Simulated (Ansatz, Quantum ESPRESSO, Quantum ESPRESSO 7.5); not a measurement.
## Complex bands of TlBr, caesium chloride type, lattice constant set to 4.06 Å

Aim: how fast states decay in the gap of TlBr, caesium chloride type, lattice constant set to 4.06 Å.

Program: Quantum ESPRESSO 7.5. Level of theory: plane-wave DFT, PBE, PseudoDojo norm-conserving pseudopotentials (cross-check by Ansatz 0.2.0 with PAW datasets). Results are calculated unless marked as measured.

## 1. The starting structure

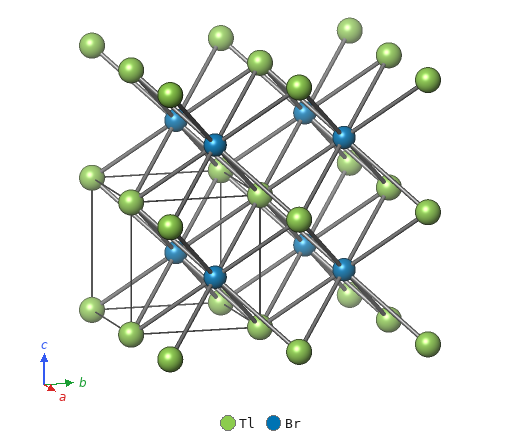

The starting structure, seen from the side, with the c axis up (thallium green, bromine blue). 2×2×2 cells are drawn. Some periodic images of atoms are drawn too.

## 2. Ground state

pwcond needs a cell whose third axis lies along the current and stands perpendicular to the other two.

scf.in reads:

```
&control
  prefix = 'scf'
  outdir = './out'
  pseudo_dir = './pseudo'
  calculation = 'scf'
  tprnfor = .true.
/
&system
  ibrav = 0
  nat = 2
  ntyp = 2
  ecutwfc = 54
  ecutrho = 216
  occupations = 'fixed'
  nbnd = 14
/
&electrons
  conv_thr = 1e-09
  mixing_beta = 0.6
  electron_maxstep = 120
/
ATOMIC_SPECIES
  Tl  204.3800  Tl.dojo-sr-pbe-0.4.1-standard.upf
  Br  79.9040  Br.dojo-sr-pbe-0.4.1-standard.upf
CELL_PARAMETERS angstrom
  4.06000000000000 0.00000000000000 0.00000000000000
  0.00000000000000 4.06000000000000 0.00000000000000
  0.00000000000000 0.00000000000000 4.06000000000000
ATOMIC_POSITIONS crystal
  Tl  0.000000000000 0.000000000000 0.000000000000
  Br  0.500000000000 0.500000000000 0.500000000000
K_POINTS automatic
  6 6 6 0 0 0
```

The run is started by

```
> OMP_NUM_THREADS=1 mpirun -n 2 pw.x -nk 2 -in scf.in > scf.out
```

The log of the run:

```text
Program PWSCF v.7.5 starts
[citation notice left out]

     Parallel version (MPI & OpenMP), running on       2 processor cores
     Number of MPI processes:                 2
     Threads/MPI process:                     1

     MPI processes distributed on     1 nodes
[...]
Current dimensions of program PWSCF are:
     Max number of different atomic species (ntypx) = 10
     Max number of k-points (npk) =  40000
     Max angular momentum in pseudopotentials (lmaxx) =  4
     Message from routine setup:
     using ibrav=0 with symmetry is DISCOURAGED, use correct ibrav instead

     K-points division:     npool     =       2
     Subspace diagonalization in iterative solution of the eigenvalue problem:
     a serial algorithm will be used

     G-vector sticks info
     --------------------
     sticks:   dense  smooth     PW     G-vecs:    dense   smooth      PW
     Sum        1005    1005    293                24207    24207    3911

     Using Slab Decomposition

     bravais-lattice index     =            0
     lattice parameter (alat)  =       7.6723  a.u.
     unit-cell volume          =     451.6216 (a.u.)^3
     number of atoms/cell      =            2
     number of atomic types    =            2
     number of electrons       =        20.00
     number of Kohn-Sham states=           14
     kinetic-energy cutoff     =      54.0000  Ry
     charge density cutoff     =     216.0000  Ry
     scf convergence threshold =      1.0E-09
     mixing beta               =       0.6000
     number of iterations used =            8  plain     mixing
     Exchange-correlation= PBE
                           (   1   4   3   4   0   0   0)

     celldm(1)=   7.672288  celldm(2)=   0.000000  celldm(3)=   0.000000
     celldm(4)=   0.000000  celldm(5)=   0.000000  celldm(6)=   0.000000

     crystal axes: (cart. coord. in units of alat)
               a(1) = (   1.000000   0.000000   0.000000 )
               a(2) = (   0.000000   1.000000   0.000000 )
               a(3) = (   0.000000   0.000000   1.000000 )

     reciprocal axes: (cart. coord. in units 2 pi/alat)
               b(1) = (  1.000000  0.000000  0.000000 )
               b(2) = (  0.000000  1.000000  0.000000 )
               b(3) = (  0.000000  0.000000  1.000000 )

     PseudoPot. # 1 for Tl read from file:
     ./pseudo/Tl.dojo-sr-pbe-0.4.1-standard.upf
     Pseudo is Norm-conserving + core correction, Zval = 13.0
     Generated using ONCVPSP code by D. R. Hamann
     Using radial grid of 2032 points,  6 beta functions with:
                l(1) =   0
                l(2) =   0
                l(3) =   1
                l(4) =   1
                l(5) =   2
                l(6) =   2

     PseudoPot. # 2 for Br read from file:
     ./pseudo/Br.dojo-sr-pbe-0.4.1-standard.upf
     Pseudo is Norm-conserving + core correction, Zval =  7.0
     Generated using ONCVPSP code by D. R. Hamann
     Using radial grid of 1098 points,  6 beta functions with:
                l(1) =   0
                l(2) =   0
                l(3) =   1
                l(4) =   1
                l(5) =   2
                l(6) =   2

     atomic species   valence    mass     pseudopotential
     Tl               13.00   204.38000     Tl( 1.00)
     Br                7.00    79.90400     Br( 1.00)

     48 Sym. Ops., with inversion, found

   Cartesian axes

     site n.     atom                  positions (alat units)
         1        Tl     tau(   1) = (   0.0000000   0.0000000   0.0000000  )
         2        Br     tau(   2) = (   0.5000000   0.5000000   0.5000000  )

     number of k points=    20
                       cart. coord. in units 2pi/alat
        k(    1) = (   0.0000000   0.0000000   0.0000000), wk =   0.0092593
        k(    2) = (   0.0000000   0.0000000   0.1666667), wk =   0.0555556
        k(    3) = (   0.0000000   0.0000000   0.3333333), wk =   0.0555556
        k(    4) = (   0.0000000   0.0000000  -0.5000000), wk =   0.0277778
        k(    5) = (   0.0000000   0.1666667   0.1666667), wk =   0.1111111
        k(    6) = (   0.0000000   0.1666667   0.3333333), wk =   0.2222222
        k(    7) = (   0.0000000   0.1666667  -0.5000000), wk =   0.1111111
        k(    8) = (   0.0000000   0.3333333   0.3333333), wk =   0.1111111
        k(    9) = (   0.0000000   0.3333333  -0.5000000), wk =   0.1111111
        k(   10) = (   0.0000000  -0.5000000  -0.5000000), wk =   0.0277778
[...]
k(   20) = (  -0.5000000  -0.5000000  -0.5000000), wk =   0.0092593

     Dense  grid:    24207 G-vectors     FFT dimensions: (  36,  36,  36)

     Estimated max dynamical RAM per process >      27.77 MB

     Estimated total dynamical RAM >      49.63 MB

     Initial potential from superposition of free atoms

     starting charge      19.9950, renormalised to      20.0000
     Starting wfcs are   13 randomized atomic wfcs +    1 random wfcs

     total cpu time spent up to now is        1.5 secs

     per-process dynamical memory:    22.2 Mb

     Self-consistent Calculation

     iteration #  1     ecut=    54.00 Ry     beta= 0.60
     Davidson diagonalization with overlap
     ethr =  1.00E-02,  avg # of iterations =  4.8

     Threshold (ethr) on eigenvalues was too large:
     Diagonalizing with lowered threshold

     Davidson diagonalization with overlap
     ethr =  3.26E-04,  avg # of iterations =  1.4

     total cpu time spent up to now is        3.3 secs

     total energy              =    -153.18244123 Ry
     estimated scf accuracy    <       0.06444449 Ry

     iteration #  2     ecut=    54.00 Ry     beta= 0.60
[...]
total energy              =    -153.20121457 Ry
     estimated scf accuracy    <       0.01281817 Ry

     iteration #  3     ecut=    54.00 Ry     beta= 0.60
[...]
total energy              =    -153.20375499 Ry
     estimated scf accuracy    <       0.00039920 Ry

     iteration #  4     ecut=    54.00 Ry     beta= 0.60
[...]
total energy              =    -153.20380838 Ry
     estimated scf accuracy    <       0.00001798 Ry

     iteration #  5     ecut=    54.00 Ry     beta= 0.60
[...]
total energy              =    -153.20380853 Ry
     estimated scf accuracy    <       0.00000392 Ry

     iteration #  6     ecut=    54.00 Ry     beta= 0.60
[...]
total energy              =    -153.20380914 Ry
     estimated scf accuracy    <       0.00000242 Ry

     iteration #  7     ecut=    54.00 Ry     beta= 0.60
[...]
total energy              =    -153.20380943 Ry
     estimated scf accuracy    <       0.00000004 Ry

     iteration #  8     ecut=    54.00 Ry     beta= 0.60
[...]
End of self-consistent calculation

          k = 0.0000 0.0000 0.0000 (  2969 PWs)   bands (ev):

    -8.8574  -5.4531  -5.4531  -5.3047  -5.3047  -5.3047   0.0250   3.4906
     3.4906   3.4906  11.5608  11.5608  11.5608  11.7144

          k = 0.0000 0.0000 0.1667 (  3014 PWs)   bands (ev):

    -8.8111  -5.4511  -5.4254  -5.3168  -5.3168  -5.3036  -0.1439   3.5917
     3.5917   3.6029   9.6787  11.2486  11.2486  11.8924

          k = 0.0000 0.0000 0.3333 (  3038 PWs)   bands (ev):

    -8.7147  -5.4471  -5.3712  -5.3407  -5.3407  -5.3015  -0.4854   3.8098
     3.8098   4.0518   7.6211  10.6256  10.6256  12.3800

          k = 0.0000 0.0000-0.5000 (  3026 PWs)   bands (ev):

    -8.6644  -5.4451  -5.3525  -5.3525  -5.3450  -5.3004  -0.6552   3.9285
     3.9285   4.5352   6.5487  10.3162  10.3162  12.7858

          k = 0.0000 0.1667 0.1667 (  3029 PWs)   bands (ev):

    -8.7699  -5.4367  -5.4093  -5.3241  -5.3169  -5.3135  -0.1844   3.0717
     3.6758   4.1154   9.1652  10.3171  11.1125  12.6051

          k = 0.0000 0.1667 0.3333 (  3022 PWs)   bands (ev):

    -8.6847  -5.4284  -5.3577  -5.3381  -5.3375  -5.3118  -0.3297   3.0032
     3.8542   4.2703   7.8303  10.0460  10.7727  13.0517

[...]
highest occupied, lowest unoccupied level (ev):     4.5352    6.5487

!    total energy              =    -153.20380944 Ry
     estimated scf accuracy    <          9.9E-10 Ry

     The total energy is the sum of the following terms:
     one-electron contribution =     -34.00048906 Ry
     hartree contribution      =      29.13487647 Ry
     xc contribution           =     -48.69605740 Ry
     ewald contribution        =     -99.64213946 Ry

     convergence has been achieved in   8 iterations

     Forces acting on atoms (cartesian axes, Ry/au):

     atom    1 type  1   force =     0.00000000    0.00000000    0.00000000
     atom    2 type  2   force =     0.00000000    0.00000000    0.00000000

     Total force =     0.000000     Total SCF correction =     0.000000

[...]
=------------------------------------------------------------------------------=
   JOB DONE.
=------------------------------------------------------------------------------=
```

The job ended after 11 s (2 MPI ranks of Arm Neoverse N1, shared host; peak memory 0.13 GiB).

Numbers from this step:

```
free energy                          : -2084.4440 eV
valence top, on the run's zero       : 4.535 eV
conduction bottom, on the run's zero : 6.549 eV
gap by band count                    : 2.013 eV
```

The run needed 8 iterations to bring the estimated error under 1e-09 Ry.

(Part 1 of 3 ends here.)

[Logs are printed without paths, hosts, clocks, repeated set-up lines and the standing remarks that a program may print on its own settings, such as how far it seeks lower states.]

[Hosts, paths, dates, database ids (printed as entryN), source tags and the programs' standing remarks are cut or masked in the printed files.]

[Maps of the electrostatic potential energy from Ansatz leave out the sawtooth potential of an applied field or a dipole correction, so their vacuum need not be flat; planar profiles and work functions include it.]
